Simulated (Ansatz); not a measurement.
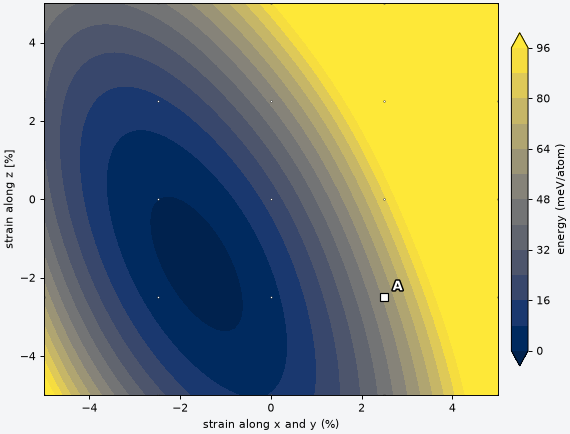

HfN (F-43m, No. 216; 2 atoms in the cell). The cell is strained homogeneously, by one strain along x and y and another along z, with fractional coordinates fixed (x, y and z along the cube axes). The first coordinate is: strain along x and y; the second: strain along z. Grid: 5 × 5 points. Points are written as (first, second). Energies: meV/atom, counted from the lowest grid point. The reference cell is the one listed in the database, not relaxed at this level. These are results of Ansatz 0.2.0, DFT LDA, scalar-relativistic, plane waves, PAW, not measurements. Settings: cutoff 420 eV, k-mesh 16×16×16, gaussian smearing 0.15 eV, no spin polarisation.

In the figure: filled contours, dots at the grid points, one colour for all values above the top of the scale, the point A. Between grid points the surface is interpolated.

**Is A at rest? If not, where is it pushed?**

A, at (2.5 %, −2.5 %), is not a stationary point. The computed force is 30 meV/atom for each 1 % towards smaller values of strain along x and y and 8.6 meV/atom for each 1 % towards smaller values of strain along z.
